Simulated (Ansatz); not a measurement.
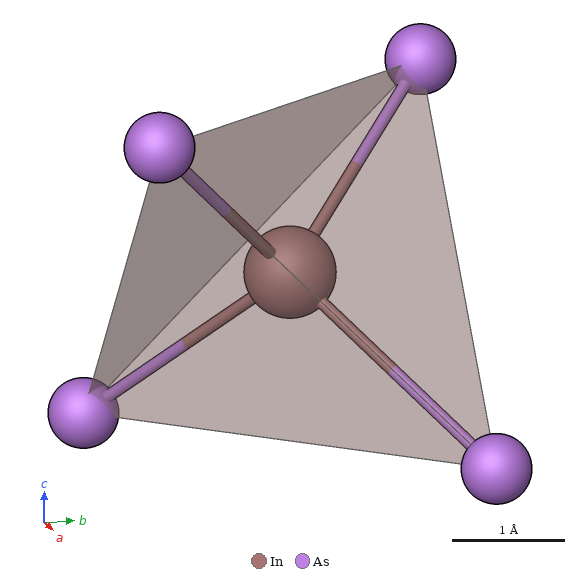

Coordination of In in InAs (F-43m). Shape measures S are computed against regular polyhedra or, for capped shapes, the nearer of the equal-edge and equal-bond forms. Origin: coordinates from a relaxation with DFT PBE, scalar-relativistic, plane waves, PAW in Ansatz.

What geometry does the central atom have?

Answer. InAs4: an essentially ideal tetrahedron (coordination number 4, S = 0.00; next best see-saw, S = 9.8).

Does the central atom sit at the centroid of its ligands?

Answer. Yes, to within 0.01 Å; the site symmetry is -43m.

How long are the bonds?

Answer. 4 × In–As 2.68 Å. The next neighbour, not counted, lies at 4.38 Å.
